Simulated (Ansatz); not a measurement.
**Two runs on Rb₁₆HBr₁₆**

System: Rb₁₆HBr₁₆ (defect cell, 33 atoms in the cell, total charge +1).
Method of the first run: DFT PBE, scalar-relativistic, plane waves, PAW, no spin polarisation (Ansatz 0.2.0).

The structure derives from a Materials Project entry. Text and figures count atoms from 1; the logs count them from 0 in places.

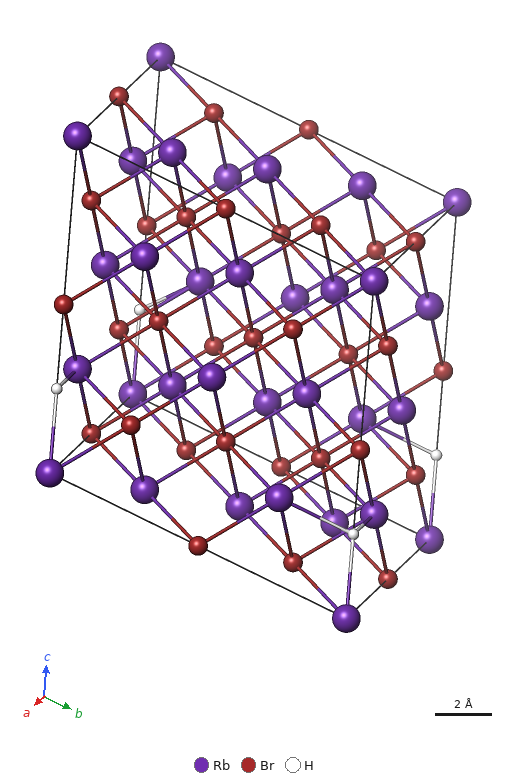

Fig. 1: The starting structure (ball-and-stick view of the cell of the calculation, seen slightly off an axis).

## Input file, the first run
```yaml
crystal:
  lattice:
    - [-7.0128668368, 7.0128668368, -7.0128668368]
    - [-7.0128668368, -7.0128668368, 7.0128668368]
    - [7.0128668368, 7.0128668368, 7.0128668368]
  atoms:
    - { symbol: Rb, position: [0.25, 0.25, 0.5] }
    - { symbol: Rb, position: [0.0, 0.5, 0.5] }
    - { symbol: Rb, position: [0.0, 0.25, 0.75] }
    - { symbol: Rb, position: [0.75, 0.75, 0.5] }
    - { symbol: Rb, position: [0.75, 0.5, 0.75] }
    - { symbol: Rb, position: [0.75, 0.25, 0.0] }
    - { symbol: Rb, position: [0.5, 0.0, 0.5] }
    - { symbol: Rb, position: [0.5, 0.75, 0.75] }
    - { symbol: Rb, position: [0.5, 0.5, 0.0] }
    - { symbol: Rb, position: [0.5, 0.25, 0.25] }
    - { symbol: Rb, position: [0.25, 0.0, 0.75] }
    - { symbol: Rb, position: [0.25, 0.75, 0.0] }
    - { symbol: Rb, position: [0.25, 0.5, 0.25] }
    - { symbol: Rb, position: [0.0, 0.0, 0.0] }
    - { symbol: Rb, position: [0.0, 0.75, 0.25] }
    - { symbol: Rb, position: [0.75, 0.0, 0.25] }
    - { symbol: Br, position: [0.0, 0.0, 0.5] }
    - { symbol: Br, position: [0.75, 0.25, 0.5] }
    - { symbol: Br, position: [0.75, 0.0, 0.75] }
    - { symbol: Br, position: [0.5, 0.5, 0.5] }
    - { symbol: Br, position: [0.5, 0.25, 0.75] }
    - { symbol: Br, position: [0.5, 0.0, 0.0] }
    - { symbol: Br, position: [0.25, 0.75, 0.5] }
    - { symbol: Br, position: [0.25, 0.5, 0.75] }
    - { symbol: Br, position: [0.25, 0.25, 0.0] }
    - { symbol: Br, position: [0.25, 0.0, 0.25] }
    - { symbol: Br, position: [0.0, 0.75, 0.75] }
    - { symbol: Br, position: [0.0, 0.5, 0.0] }
    - { symbol: Br, position: [0.0, 0.25, 0.25] }
    - { symbol: Br, position: [0.75, 0.75, 0.0] }
    - { symbol: Br, position: [0.75, 0.5, 0.25] }
    - { symbol: Br, position: [0.5, 0.75, 0.25] }
    - { symbol: H, position: [0.0, 0.0, 0.25] }
  host:
    lattice:
      - [0.0, 3.5064334184, 3.5064334184]
      - [3.5064334184, 0.0, 3.5064334184]
      - [3.5064334184, 3.5064334184, 0.0]
    atoms:
      - { symbol: Rb, position: [0.0, 0.0, 0.0] }
      - { symbol: Br, position: [0.5, 0.5, 0.5] }
total_charge: 1
basis:
  ecutwfc: 420
  xc_grid: 2
kpoints:
  mp_grid: { grid: [2, 2, 2], shift: [0.5, 0.5, 0.5] }
hamiltonian:
  xc: pbe
scf:
  occupations: { method: gaussian, width: 0.01 }
output:
  forces: true
  stress: false
  eigenvalues: true
  charged_corrections:
    defect_position: [0.0, 0.0, 0.25]
    epsilon: [[5.6602, 0.0, 0.0], [0.0, 5.6602, 0.0], [0.0, 0.0, 5.6602]]
  write_density: true
  write_potential: true
  elf: true
  volumetric_format: npy
relax:
  adjacent_minimum: "off"
  f_tol: 0.025
  max_steps: 45
```

Command:
```bash
ansatz run input.yaml --threads 4 --pin off --max-ram 6144MiB --backend cpu --events-out ev --progress --plain --runs-dir out
```

Hardware: 4 threads of Arm Neoverse V2, 24 GiB of memory available, shared host.

## Output, shortened to warnings, some set-up lines, iterations and results (the first run)
```
Basis set: ecut = 420 eV, 26947 PW (Γ), exchange–correlation on 180×180×180 points (8 copies of the dense FFT grid, shifted against one another)
Symmetry: 24 space group operations
k-points: 2 of 8 (time reversal used)
Initial density: superposition of atomic densities (neutral atoms scaled as one to the charged cell's electrons: chi_scale 0, normalization atom), corrected by the library's trained network
[...]
SCF iter   1: F=—  HF=-96881.299560 eV  |F-HF|=—  |Δ(HF+E_count)|=         —  Δρ=1.19e-2  dr2=5.75e0  ethr=1.77e-3  ⟨swp⟩=9.5  Hψ=1429  notcnv=0  defer=20
SCF iter   2: F=—  HF=-96879.971729 eV  |F-HF|=—  |Δ(HF+E_count)|=    1.33e0  Δρ=5.32e-3  dr2=8.84e-1  ethr=1.77e-3  ⟨swp⟩=3.0  Hψ=496  notcnv=0  defer=46
SCF iter   3: F=—  HF=-96879.759664 eV  |F-HF|=—  |Δ(HF+E_count)|=   2.12e-1  Δρ=2.05e-3  dr2=1.93e-1  ethr=3.45e-4  ⟨swp⟩=3.0  Hψ=492  notcnv=0  defer=52
SCF iter   4: F=—  HF=-96879.705973 eV  |F-HF|=—  |Δ(HF+E_count)|=   5.37e-2  Δρ=1.03e-3  dr2=2.63e-2  ethr=7.53e-5  ⟨swp⟩=3.5  Hψ=400  notcnv=0  defer=52
SCF iter   5: F=—  HF=-96879.704805 eV  |F-HF|=—  |Δ(HF+E_count)|=   1.17e-3  Δρ=4.47e-4  dr2=9.88e-3  ethr=1.03e-5  ⟨swp⟩=3.0  Hψ=492  notcnv=0  defer=52
[... 43 lines ...]
relax step   6: F+E_penalty+E_count = -96881.04234489 eV  Δ(F+E_penalty+E_count) = -4.004e-2 eV  max|allowed force component| = 1.110e-2 eV/Å  Δτ_max = 0.0755 Å  (6 SCF …
SCF iter   1: F=—  HF=-96881.042345 eV  |F-HF|=—  |Δ(HF+E_count)|=         —  Δρ=4.11e-6  dr2=3.31e-7  ethr=1.29e-10  ⟨swp⟩=1.0  Hψ=760  notcnv=0
SCF iter   2: F=-96881.042345 eV  HF=-96881.042345 eV  |F-HF|=7.37e-8  |Δ(HF+E_count)|=   3.24e-7  Δρ=1.63e-6  dr2=6.17e-8  ethr=3.91e-11  ⟨swp⟩=7.0  Hψ=2146  notcnv=0
SCF 7 converged in 2 iterations: F = -96881.042345 eV  dr2 = 6.17e-8
relax step   7: F+E_penalty+E_count = -96881.04234500 eV  Δ(F+E_penalty+E_count) = -1.081e-7 eV  max|allowed force component| = 1.109e-2 eV/Å  Δτ_max = 0.0000 Å  (2 SCF …
SCF converged after 2 iterations
Free energy (F): -96881.042345 eV
Harris-Foulkes:  -96881.042345 eV  (|F-HF|=7.37e-8)
Internal energy: -96881.042345 eV  (E = F + TS)
E sigma→0 (E₀):  -96881.042345 eV
Fermi energy:    2.338035 eV
--- Per-component energies (eV) ---
  E_band       = -1835.270637
  E_kinetic    = 5226.485918
  E_local      = -13315.464795  (includes V_loc(G=0)·N_el)
  E_nonlocal   = 3890.588894
  E_hartree    = 3501.888675
  E_xc         = -6334.974552
  E_vxc        = -3864.544868  (∫ρ·V_xc dr)
  E_paw        = -77833.100482  (= ΣΔE_a)
  E_vpaw       = -776.112641  (= ΣTr[D̂ρ^β])
  E_aug_tail   = -0.000672  (compensation charges beyond the density's cutoff)
  E_ewald      = -12016.465331
  E_smearing   = -0.000000  (= −TS)
  E_closure    = 0.000000  (closes the sum)
  E_deformation_potential = 8.806364  (in the stress; not in F)
  Σ components = -96881.042345   (vs F -96881.042345, Δ=0.00e0)
--- Forces (eV/Å), atoms counted from 1 ---
  atom   1  Rb     0.00685779    -0.00685779    -0.00685779
  atom   2  Rb     0.00649250     0.00649250    -0.00242671
  atom   3  Rb    -0.00649250    -0.00649250    -0.00242671
  atom   4  Rb    -0.00242671    -0.00649250    -0.00649250
  atom   5  Rb    -0.00649250     0.00649250     0.00242671
  atom   6  Rb     0.00649250     0.00242671    -0.00649250
  atom   7  Rb     0.00649250    -0.00242671     0.00649250
  atom   8  Rb    -0.00649250     0.00242671     0.00649250
  atom   9  Rb    -0.00242671     0.00649250     0.00649250
  atom  10  Rb     0.00242671    -0.00649250     0.00649250
  atom  11  Rb    -0.00649250    -0.00242671    -0.00649250
  atom  12  Rb     0.00649250    -0.00649250     0.00242671
  atom  13  Rb     0.00242671     0.00649250    -0.00649250
  atom  14  Rb     0.00685779     0.00685779     0.00685779
  atom  15  Rb    -0.00685779    -0.00685779     0.00685779
  atom  16  Rb    -0.00685779     0.00685779    -0.00685779
  atom  17  Br     0.00976951     0.00976951     0.00976951
  atom  18  Br     0.00245661    -0.00245661     0.01108795
  atom  19  Br    -0.00245661    -0.01108795    -0.00245661
  atom  20  Br    -0.01108795     0.00245661     0.00245661
  atom  21  Br    -0.00245661     0.01108795     0.00245661
  atom  22  Br     0.00245661    -0.01108795     0.00245661
  atom  23  Br     0.00245661     0.01108795    -0.00245661
  atom  24  Br    -0.00245661     0.00245661     0.01108795
  atom  25  Br    -0.01108795    -0.00245661    -0.00245661
  atom  26  Br    -0.00976951     0.00976951    -0.00976951
  atom  27  Br    -0.00245661    -0.00245661    -0.01108795
  atom  28  Br     0.00245661     0.00245661    -0.01108795
  atom  29  Br    -0.00976951    -0.00976951     0.00976951
[...]
```

The input of the second run differs as follows (lines with − go, lines with + come):
```diff
-total_charge: 1
+total_charge: -1
-  write_density: true
-  write_potential: true
-  elf: true
-  volumetric_format: npy
```

Predict how the results change.

The total energies belong to different systems, so their difference says nothing on which is more stable or more accurate. The gap on the mesh goes from 3.03 to 2.28 eV. A charged cell is computed with a uniform neutralising background, so its energy and pressure depend on the cell and aren't those of a real crystal. The SCF takes 24 iterations over all geometry steps against 39. On the same kind of shared host the second run took about 0.52 times as long.

## Output, shortened to warnings, some set-up lines, iterations and results (the second run)
```
Basis set: ecut = 420 eV, 26947 PW (Γ), exchange–correlation on 180×180×180 points (8 copies of the dense FFT grid, shifted against one another)
Symmetry: 24 space group operations
k-points: 2 of 8 (time reversal used)
Initial density: superposition of atomic densities (neutral atoms scaled as one to the charged cell's electrons: chi_scale 0, normalization atom), corrected by the library's trained network
[...]
SCF iter   1: F=—  HF=-96875.441477 eV  |F-HF|=—  |Δ(HF+E_count)|=         —  Δρ=6.96e-3  dr2=1.76e0  ethr=1.77e-3  ⟨swp⟩=10.0  Hψ=1470  notcnv=0  defer=7
SCF iter   2: F=—  HF=-96874.855042 eV  |F-HF|=—  |Δ(HF+E_count)|=   5.86e-1  Δρ=2.11e-3  dr2=2.36e-1  ethr=6.84e-4  ⟨swp⟩=3.0  Hψ=426  notcnv=0  defer=35
SCF iter   3: F=—  HF=-96874.796530 eV  |F-HF|=—  |Δ(HF+E_count)|=   5.85e-2  Δρ=1.52e-3  dr2=2.93e-2  ethr=9.16e-5  ⟨swp⟩=3.0  Hψ=594  notcnv=0  defer=54
SCF iter   4: F=—  HF=-96874.802940 eV  |F-HF|=—  |Δ(HF+E_count)|=   6.41e-3  Δρ=6.15e-4  dr2=1.95e-2  ethr=1.13e-5  ⟨swp⟩=3.0  Hψ=537  notcnv=0  defer=54
SCF iter   5: F=—  HF=-96874.799198 eV  |F-HF|=—  |Δ(HF+E_count)|=   3.74e-3  Δρ=2.48e-4  dr2=2.91e-3  ethr=7.54e-6  ⟨swp⟩=2.0  Hψ=308  notcnv=0  defer=54
[... 22 lines ...]
SCF iter   4: F=—  HF=-96875.768649 eV  |F-HF|=—  |Δ(HF+E_count)|=   5.83e-5  Δρ=1.89e-5  dr2=1.15e-5  ethr=4.96e-8  ⟨swp⟩=2.0  Hψ=414  notcnv=0  defer=54
SCF iter   5: F=—  HF=-96875.769592 eV  |F-HF|=—  |Δ(HF+E_count)|=   9.43e-4  Δρ=6.32e-6  dr2=1.07e-6  ethr=4.45e-9  ⟨swp⟩=2.0  Hψ=462  notcnv=0  defer=54
SCF iter   6: F=-96875.769594 eV  HF=-96875.769594 eV  |F-HF|=1.61e-8  |Δ(HF+E_count)|=   1.45e-6  Δρ=1.47e-6  dr2=4.77e-8  ethr=3.88e-11  ⟨swp⟩=15.0  Hψ=1958  notcnv=0
SCF 4 converged in 6 iterations: F = -96875.769594 eV  dr2 = 4.77e-8
relax step   4: F+E_penalty+E_count = -96875.76959375 eV  Δ(F+E_penalty+E_count) = -1.038e-2 eV  max|allowed force component| = 8.684e-3 eV/Å  Δτ_max = 0.0347 Å  (6 SCF …
SCF converged after 6 iterations
Free energy (F): -96875.769594 eV
Harris-Foulkes:  -96875.769594 eV  (|F-HF|=1.61e-8)
Internal energy: -96875.769594 eV  (E = F + TS)
E sigma→0 (E₀):  -96875.769594 eV
Fermi energy:    4.292834 eV
--- Per-component energies (eV) ---
  E_band       = -1835.369762
  E_kinetic    = 5249.074201
  E_local      = -13226.431620  (includes V_loc(G=0)·N_el)
  E_nonlocal   = 3896.012965
  E_hartree    = 3454.969669
  E_xc         = -6352.685944
  E_vxc        = -3887.127478  (∫ρ·V_xc dr)
  E_paw        = -77833.725030  (= ΣΔE_a)
  E_vpaw       = -776.837141  (= ΣTr[D̂ρ^β])
  E_aug_tail   = -0.001151  (compensation charges beyond the density's cutoff)
  E_ewald      = -12062.982684
  E_smearing   = -0.000000  (= −TS)
  E_closure    = -0.000000  (closes the sum)
  E_deformation_potential = -8.806364  (in the stress; not in F)
  Σ components = -96875.769594   (vs F -96875.769594, Δ=0.00e0)
--- Forces (eV/Å), atoms counted from 1 ---
  atom   1  Rb    -0.00645430     0.00645430     0.00645430
  atom   2  Rb    -0.00027632    -0.00027632    -0.00006709
  atom   3  Rb     0.00027632     0.00027632    -0.00006709
  atom   4  Rb    -0.00006709     0.00027632     0.00027632
  atom   5  Rb     0.00027632    -0.00027632     0.00006709
  atom   6  Rb    -0.00027632     0.00006709     0.00027632
  atom   7  Rb    -0.00027632    -0.00006709    -0.00027632
  atom   8  Rb     0.00027632     0.00006709    -0.00027632
  atom   9  Rb    -0.00006709    -0.00027632    -0.00027632
  atom  10  Rb     0.00006709     0.00027632    -0.00027632
  atom  11  Rb     0.00027632    -0.00006709     0.00027632
  atom  12  Rb    -0.00027632     0.00027632     0.00006709
  atom  13  Rb     0.00006709    -0.00027632     0.00027632
  atom  14  Rb    -0.00645430    -0.00645430    -0.00645430
  atom  15  Rb     0.00645430     0.00645430    -0.00645430
  atom  16  Rb     0.00645430    -0.00645430     0.00645430
  atom  17  Br     0.00868443     0.00868443     0.00868443
  atom  18  Br     0.00081318    -0.00081318     0.00154106
  atom  19  Br    -0.00081318    -0.00154106    -0.00081318
  atom  20  Br    -0.00154106     0.00081318     0.00081318
  atom  21  Br    -0.00081318     0.00154106     0.00081318
  atom  22  Br     0.00081318    -0.00154106     0.00081318
  atom  23  Br     0.00081318     0.00154106    -0.00081318
  atom  24  Br    -0.00081318     0.00081318     0.00154106
  atom  25  Br    -0.00154106    -0.00081318    -0.00081318
  atom  26  Br    -0.00868443     0.00868443    -0.00868443
  atom  27  Br    -0.00081318    -0.00081318    -0.00154106
  atom  28  Br     0.00081318     0.00081318    -0.00154106
  atom  29  Br    -0.00868443    -0.00868443     0.00868443
[...]
```

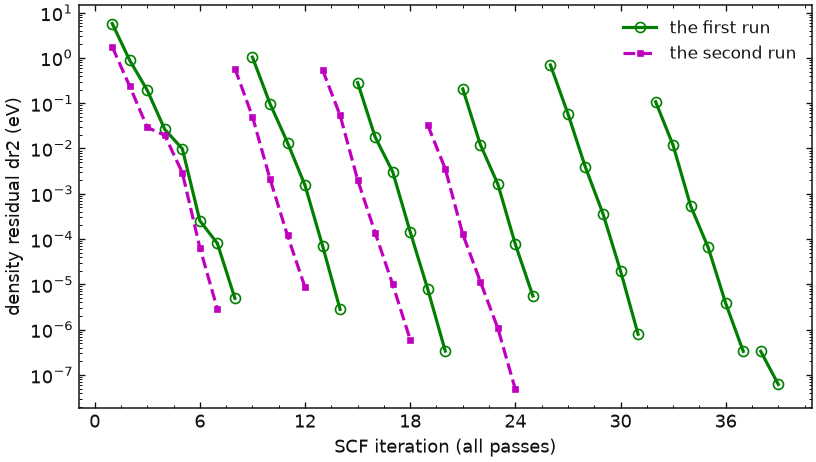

Fig. 2: Convergence of the two runs: density residual dr2 against the SCF iteration. A break in a curve parts two SCF passes. The first run takes 39 iterations in all, and the second run takes 24.

## The two runs side by side

| quantity | the first run | the second run |
| --- | --- | --- |
| outcome | converged | converged |
| free energy per atom (eV) | −2935.7892 | −2935.6294 |
| gap on the mesh (eV) | 3.03 | 2.28 |
| largest force (eV/Å) | 0.017 | 0.015 |
| SCF iterations | 39 | 24 |
| irreducible k-points | 2 | 2 |
| wall time (shared host) | 2.2 min | 67 s |
